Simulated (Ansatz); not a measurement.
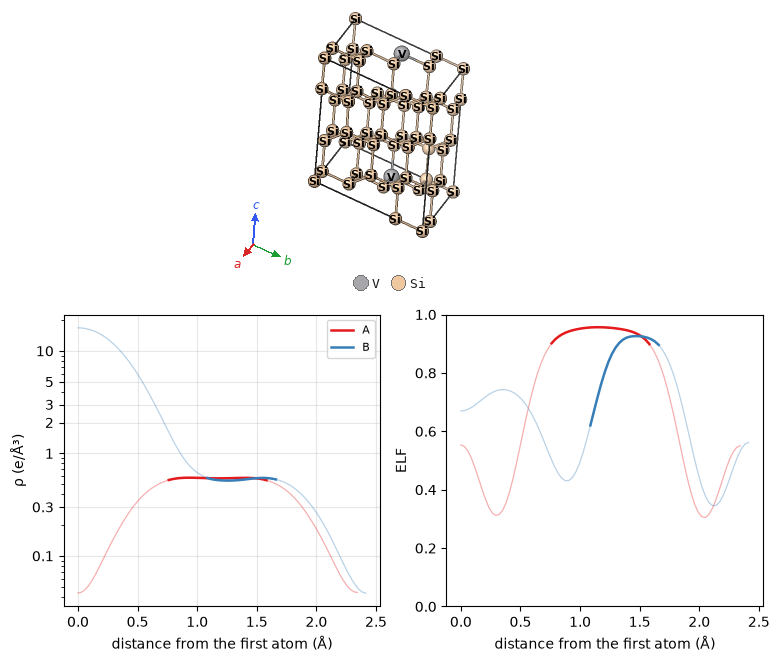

The picture shows: VSi$_{31}$ (cell charge +1, with a compensating background) (cell with a defect). Valence charge density (pseudo) and electron localisation function along straight lines between neighbouring atoms. Thin, pale parts lie inside the atomic spheres. The structure is drawn too.

The program warned that a starting moment wasn't kept; spin-polarised, but the moments vanished.

Theory: Ansatz 0.2.0, DFT PBEsol, scalar-relativistic, plane waves, PAW.

Core electrons are frozen (PAW), and the valence fields are smoothed inside the atomic spheres.

**Which curve belongs to which contact (Si–Si and V–Si)? The first atom named is at distance zero.**

Curve A: Si–Si (2.34 Å): ρ at the midpoint is about 0.57 e/Å³; the ELF peaks at about 0.95 between the atoms (localised, covalent bonding). Curve B: V–Si (2.41 Å): ρ at the midpoint is about 0.54 e/Å³; the ELF peaks at about 0.95 between the atoms.
